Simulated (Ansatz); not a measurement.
# H5Pt: what the fields show

```cif
data_structure
_symmetry_space_group_name_H-M 'P 1'
_symmetry_Int_Tables_number 1
_cell_length_a 3.4462
_cell_length_b 3.4462
_cell_length_c 5.8593
_cell_angle_alpha 90.000
_cell_angle_beta 90.000
_cell_angle_gamma 120.000
_cell_volume 60.26
loop_
_atom_site_label
_atom_site_type_symbol
_atom_site_fract_x
_atom_site_fract_y
_atom_site_fract_z
_atom_site_occupancy
H1 H 0.50000 0.00000 0.00000 1
H2 H 0.00000 0.50000 0.00000 1
H3 H 0.50000 0.50000 0.00000 1
H4 H 0.33333 0.66667 0.50000 1
H5 H 0.66667 0.33333 0.50000 1
Pt1 Pt 0.00000 0.00000 0.00000 1
```

Space group P6/mmm; a structure generated by program, which may or may not match a known phase; computed without spin polarisation.

Method: Ansatz, DFT PBE, scalar-relativistic, plane waves, PAW.

In a PAW calculation such maps are meaningful between the atoms, not at the nuclei.

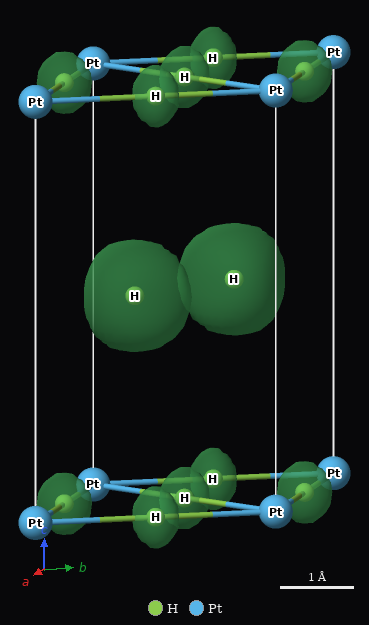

Figure 1. Isosurface of the ELF at 0.9 (green), seen slightly off an axis. Core shells and regions of very low density are left out. Sticks mark near contacts.

Q: What do the ELF domains correspond to?

A: The ELF exceeds this value in five regions around hydrogen nuclei, counted in one cell of 6 atoms. Any copies at cell faces, edges or corners count once.


Pt–H (1.72 Å): the ELF climbs to about 1 towards the hydrogen.

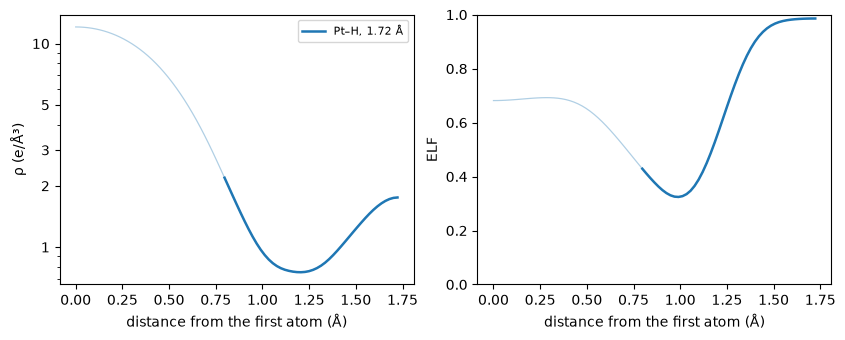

Figure 2. Valence electron density and electron localisation function along straight lines between neighbouring atoms. Thin, pale parts lie inside the atomic spheres.

Q: What can be read from the curves?

A: Pt–H (1.72 Å): ρ is about 1.6 e/Å³ halfway; the ELF climbs to about 1 towards the hydrogen.

Q: Does the calculation make it a metal, or give it a gap?

A: It is metallic or semimetallic at this level of theory: no gap opens.
